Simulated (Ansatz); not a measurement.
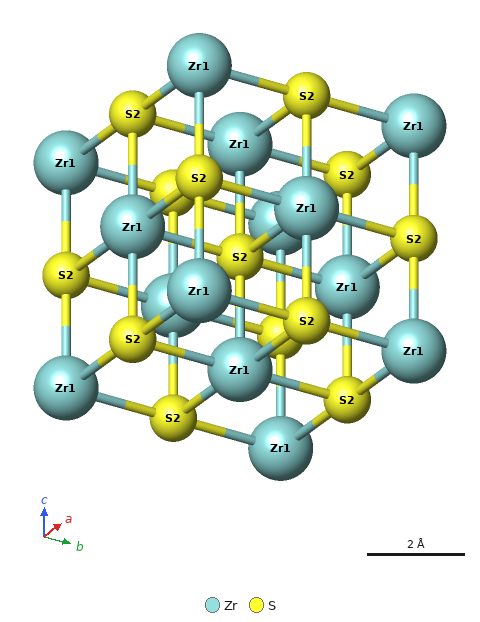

Fig. 1: The input geometry of the first run (ball-and-stick view of the cell 4 times as large as that of the calculation, set on its symmetry axes, seen at an oblique angle; atoms are numbered from 1 in the order of the input). An atom can appear more than once, as a periodic image. Near neighbours in the periodic cell (some may lie outside the picture): Zr has 6 S at 2.62 Å; S has 6 Zr at 2.62 Å.

# Two runs on ZrS

System: ZrS (Fm-3m, 2 atoms in the cell).
Method of the first run: DFT PBEsol, scalar-relativistic, plane waves, PAW, no spin polarisation (Ansatz 0.2.0).

The structure derives from an entry of the Crystallography Open Database. Text and figures count atoms from 1; the logs count them from 0 in places.

### Input, the first run
```yaml
crystal:
  lattice:
    - [0.0, 2.625, 2.625]
    - [2.625, 0.0, 2.625]
    - [2.625, 2.625, 0.0]
  atoms:
    - { symbol: Zr, position: [0.0, 0.0, 0.0] }
    - { symbol: S, position: [0.5, 0.5, 0.5] }
basis:
  ecutwfc: 150
kpoints:
  mp_grid: { grid: [14, 14, 14] }
hamiltonian:
  xc: pbesol
scf:
  occupations: { method: gaussian, width: 0.1 }
output:
  forces: true
  stress: true
  eigenvalues: true
```

Launched with:
```bash
ansatz run input.yaml --threads 1 --pin off --max-ram 2560MiB --backend cpu --events-out ev --progress --plain --runs-dir out
```

Hardware: 1 thread of Intel Xeon @ 2.50GHz (Skylake/Cascade Lake), 192 GiB of memory available, shared host.

### Output, shortened to warnings, some set-up lines, iterations and results (the first run)
```
Warning: basis.ecutwfc = 150 eV is below the records' recommended 420 eV, and the density's cutoff is lower with it unless basis.ecutrho_ratio is high enough to keep the records' density cutoff: compare with a run at a higher cutoff
Basis set: ecut = 150 eV, 169 PW (Γ), exchange–correlation on 30×30×30 points (8 copies of the dense FFT grid, shifted against one another)
Symmetry: 48 space group operations
k-points: 104 of 2744
Initial density: superposition of atomic densities (neutral atoms: chi_scale 0, normalization atom), corrected by the library's trained network
[...]
SCF iter   1: F=—  HF=-5009.014121 eV  |F-HF|=—  |Δ(HF+E_count)|=         —  Δρ=7.97e-2  dr2=1.31e0  ethr=1.77e-3  ⟨swp⟩=5.0  Hψ=16650  notcnv=0  defer=12
SCF iter   2: F=—  HF=-5008.593123 eV  |F-HF|=—  |Δ(HF+E_count)|=   4.21e-1  Δρ=4.28e-2  dr2=3.68e-1  ethr=1.77e-3  ⟨swp⟩=2.9  Hψ=4037  notcnv=0  defer=272
SCF iter   3: F=—  HF=-5008.423370 eV  |F-HF|=—  |Δ(HF+E_count)|=   1.70e-1  Δρ=1.70e-3  dr2=8.48e-4  ethr=1.77e-3  ⟨swp⟩=2.0  Hψ=2966  notcnv=0  defer=272
SCF iter   4: F=—  HF=-5008.423563 eV  |F-HF|=—  |Δ(HF+E_count)|=   1.93e-4  Δρ=1.75e-4  dr2=5.87e-6  ethr=4.71e-6  ⟨swp⟩=2.0  Hψ=2455  notcnv=0  defer=283
SCF iter   5: F=—  HF=-5008.423557 eV  |F-HF|=—  |Δ(HF+E_count)|=   5.48e-6  Δρ=4.98e-5  dr2=1.32e-6  ethr=3.26e-8  ⟨swp⟩=2.9  Hψ=2763  notcnv=0  defer=285
SCF iter   6: F=—  HF=-5008.423557 eV  |F-HF|=—  |Δ(HF+E_count)|=   2.11e-7  Δρ=1.67e-5  dr2=1.23e-7  ethr=7.36e-9  ⟨swp⟩=2.0  Hψ=1976  notcnv=0  defer=285
SCF iter   7: F=-5008.423557 eV  HF=-5008.423557 eV  |F-HF|=5.25e-9  |Δ(HF+E_count)|=   2.93e-8  Δρ=4.60e-6  dr2=9.00e-9  ethr=5.56e-10  ⟨swp⟩=6.9  Hψ=6005  notcnv=0
SCF 1 converged in 7 iterations: F = -5008.423557 eV  dr2 = 9.00e-9
SCF converged after 7 iterations
Free energy (F): -5008.423557 eV
Harris-Foulkes:  -5008.423557 eV  (|F-HF|=5.25e-9)
Internal energy: -5008.416781 eV  (E = F + TS)
E sigma→0 (E₀):  -5008.420169 eV
Entropy (-TS):   -0.006776 eV (-3.388 meV/atom)
Fermi energy:    14.798224 eV
--- Per-component energies (eV) ---
  E_band       = -79.748629
  E_kinetic    = 430.916157
  E_local      = -667.931308  (includes V_loc(G=0)·N_el)
  E_nonlocal   = 104.848946
  E_hartree    = 204.945763
  E_xc         = -255.337972
  E_vxc        = -276.741504  (∫ρ·V_xc dr)
  E_paw        = -3479.106768  (= ΣΔE_a)
  E_vpaw       = -80.733717  (= ΣTr[D̂ρ^β])
  E_aug_tail   = 0.000197  (compensation charges beyond the density's cutoff)
  E_ewald      = -1346.979466
  E_core_change = 0.227670  (= ΣΔE_core)
  E_smearing   = -0.006776  (= −TS)
  E_closure    = 0.000000  (closes the sum)
  Σ components = -5008.423557   (vs F -5008.423557, Δ=0.00e0)
--- Forces (eV/Å), atoms counted from 1 ---
  atom   1  Zr    -0.00000000    -0.00000000    -0.00000000
  atom   2  S      0.00000000     0.00000000     0.00000000
  max |Σ_I F_I| component: 1.18e-30 eV/Å
--- Stress (GPa, compression-positive) ---
      -12.784694       0.000000      -0.000000
        0.000000     -12.784694      -0.000000
       -0.000000      -0.000000     -12.784694
  P = ⅓ Tr σ = -12.7847 GPa (-127.847 kbar)
```

For the second run the input was changed thus:
```diff
-  ecutwfc: 150
+  ecutwfc: 600
```

How does the second run compare with the first run?

The free energy of the second run is 4073.4 meV per atom lower, which measures how much it depends on this numerical setting. The pressure goes from −12.78 to −6.44 GPa. More plane waves can only lower the energy of a fixed Hamiltonian, so the higher cutoff gives the lower value. The lower cutoff gives the lower pressure, as an incomplete plane-wave basis does (Pulay stress). The SCF takes 6 iterations against 7. The plane waves at Γ go from 169 to 1243. On the same kind of shared host the second run took about 2.1 times as long.

### Output, shortened to warnings, some set-up lines, iterations and results (the second run)
```
Basis set: ecut = 600 eV, 1243 PW (Γ), exchange–correlation on 60×60×60 points (8 copies of the dense FFT grid, shifted against one another)
Symmetry: 48 space group operations
k-points: 104 of 2744
Initial density: superposition of atomic densities (neutral atoms: chi_scale 0, normalization atom), corrected by the library's trained network
[...]
SCF iter   1: F=—  HF=-5016.574055 eV  |F-HF|=—  |Δ(HF+E_count)|=         —  Δρ=3.90e-3  dr2=6.70e-3  ethr=1.77e-3  ⟨swp⟩=5.2  Hψ=17100  notcnv=0
SCF iter   2: F=—  HF=-5016.571159 eV  |F-HF|=—  |Δ(HF+E_count)|=   2.90e-3  Δρ=2.53e-3  dr2=2.75e-3  ethr=3.72e-5  ⟨swp⟩=1.5  Hψ=2716  notcnv=0
SCF iter   3: F=—  HF=-5016.570384 eV  |F-HF|=—  |Δ(HF+E_count)|=   7.75e-4  Δρ=5.24e-4  dr2=6.36e-5  ethr=1.53e-5  ⟨swp⟩=2.6  Hψ=2270  notcnv=0
SCF iter   4: F=—  HF=-5016.570371 eV  |F-HF|=—  |Δ(HF+E_count)|=   1.34e-5  Δρ=2.02e-4  dr2=9.70e-6  ethr=3.53e-7  ⟨swp⟩=2.8  Hψ=2427  notcnv=0
SCF iter   5: F=—  HF=-5016.570371 eV  |F-HF|=—  |Δ(HF+E_count)|=   1.36e-8  Δρ=3.79e-5  dr2=6.50e-7  ethr=5.39e-8  ⟨swp⟩=2.2  Hψ=2316  notcnv=0
SCF iter   6: F=-5016.570371 eV  HF=-5016.570371 eV  |F-HF|=2.42e-9  |Δ(HF+E_count)|=   1.18e-7  Δρ=5.84e-6  dr2=1.27e-8  ethr=5.56e-10  ⟨swp⟩=7.3  Hψ=8495  notcnv=0
SCF 1 converged in 6 iterations: F = -5016.570371 eV  dr2 = 1.27e-8
SCF converged after 6 iterations
Free energy (F): -5016.570371 eV
Harris-Foulkes:  -5016.570371 eV  (|F-HF|=2.42e-9)
Internal energy: -5016.562704 eV  (E = F + TS)
E sigma→0 (E₀):  -5016.566538 eV
Entropy (-TS):   -0.007667 eV (-3.833 meV/atom)
Fermi energy:    14.481908 eV
--- Per-component energies (eV) ---
  E_band       = -74.011835
  E_kinetic    = 443.643487
  E_local      = -699.923605  (includes V_loc(G=0)·N_el)
  E_nonlocal   = 109.510793
  E_hartree    = 219.849080
  E_xc         = -258.553598
  E_vxc        = -280.438268  (∫ρ·V_xc dr)
  E_paw        = -3484.337066  (= ΣΔE_a)
  E_vpaw       = -86.504739  (= ΣTr[D̂ρ^β])
  E_aug_tail   = 0.000002  (compensation charges beyond the density's cutoff)
  E_ewald      = -1346.979466
  E_core_change = 0.227670  (= ΣΔE_core)
  E_smearing   = -0.007667  (= −TS)
  E_closure    = 0.000000  (closes the sum)
  Σ components = -5016.570371   (vs F -5016.570371, Δ=0.00e0)
--- Forces (eV/Å), atoms counted from 1 ---
  atom   1  Zr    -0.00000000     0.00000000    -0.00000000
  atom   2  S      0.00000000    -0.00000000     0.00000000
  max |Σ_I F_I| component: 3.68e-30 eV/Å
--- Stress (GPa, compression-positive) ---
       -6.438236       0.000000      -0.000000
       -0.000000      -6.438236       0.000000
       -0.000000       0.000000      -6.438236
  P = ⅓ Tr σ = -6.4382 GPa (-64.382 kbar)
```

### The two runs side by side

| quantity | the first run | the second run |
| --- | --- | --- |
| outcome | converged | converged |
| free energy per atom (eV) | −2504.2118 | −2508.2852 |
| energy per atom, smearing taken to zero (eV) | −2504.2101 | −2508.2833 |
| gap on the mesh (eV) | 0.00 | 0.00 |
| pressure (GPa) | −12.78 | −6.44 |
| largest force (eV/Å) | 0.000 | 0.000 |
| SCF iterations | 7 | 6 |
| irreducible k-points | 104 | 104 |
| plane waves at Γ | 169 | 1243 |
| wall time (shared host) | 3.7 s | 7.8 s |

For the first run: Warnings: the cutoff is below the recommended one. For the second run: The cell is under a tension of 6.4 GPa at this level, so it is not at its equilibrium volume.
